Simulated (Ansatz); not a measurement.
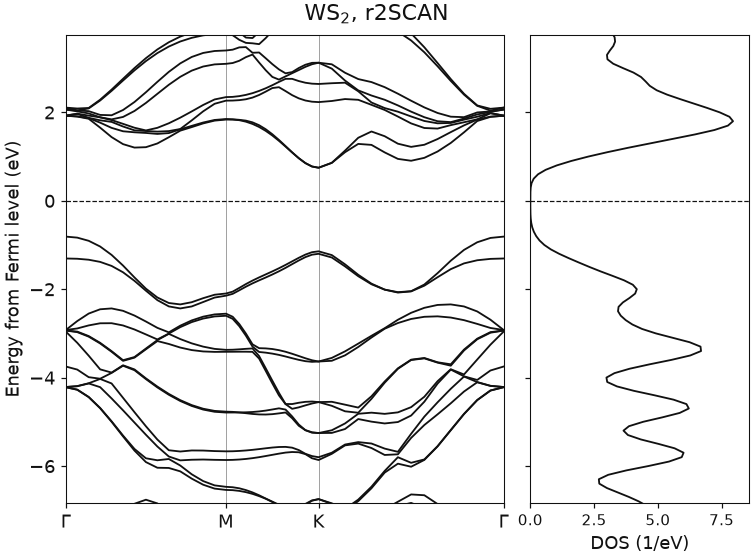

Band structure and density of states. Energies are counted from the Fermi level. The DOS curve is built from the levels of the k mesh with Gaussians 0.55 eV wide, which also blur the band edges; ripples of that width can come from the mesh.

System: a slab of WS₂, 6 atoms in the cell.

Computed with Ansatz 0.2.0: r2SCAN, Ansatz PAW, no spin polarisation, no spin-orbit coupling, 10×10×2 k mesh, 500 eV cutoff.

Q: Is there a gap? Give its size, its kind and where the band edges lie.

A: A semiconductor. The gap along this path is 1.56 eV and indirect, from the valence-band top at Γ to the conduction-band bottom at K; the smallest direct gap is 1.89 eV, at K.

Q: How many bands meet at the valence-band top?

A: The top valence level at Γ is a single band, not degenerate (spin aside).

Q: How much do the top valence band and the lowest conduction band disperse along the path?

A: The top valence band spans 1.5 eV and the lowest conduction band 1.2 eV.

Q: What are the direct gaps at M, Γ and K?

A: The direct gaps are 3.93 eV at M, 2.73 eV at Γ and 1.89 eV at K.

Spin-orbit coupling is left out, which matters for W. The PAW data sets were made with another functional. The spacing between the layers, which shifts such gaps, was taken as given. LDA, GGA and most meta-GGA functionals understate gaps.
